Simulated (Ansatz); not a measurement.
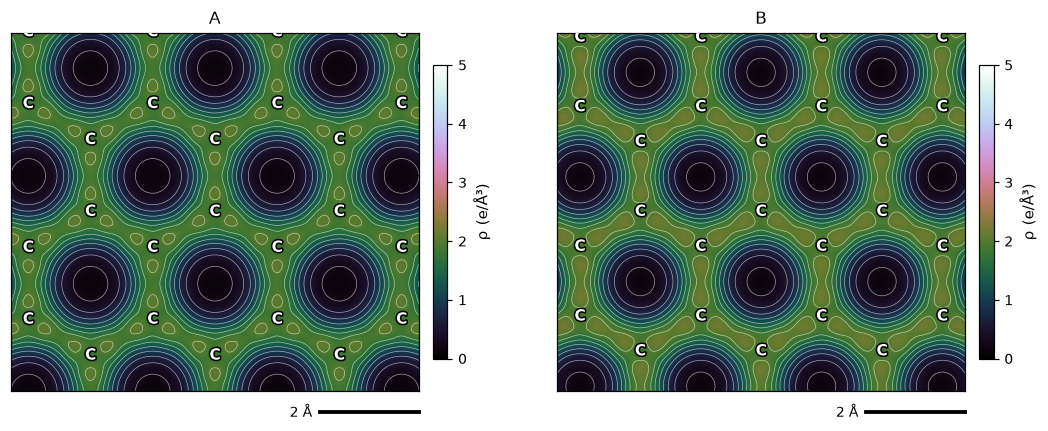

C. The valence electron density of two cells that differ in size and shape, on the (110) plane of each (indices in the axes of the calculation cell), at one length scale and on one colour scale: A has 9.1 Å³ an atom and B 8.4.

Space group Fmmm.

Theory: DFT LDA, scalar-relativistic, plane waves, PAW (Ansatz 0.2.0).

Core electrons are frozen (PAW), and the valence fields are smoothed inside the atomic spheres.

Question: What changes from the larger cell to the smaller?

Answer: From the larger cell to the smaller, C–C goes from 1.45 to 1.41 Å, and the density at its midpoint from 1.9 to 2.1 e/Å³; the pressure goes from −23 to 0.3 GPa.
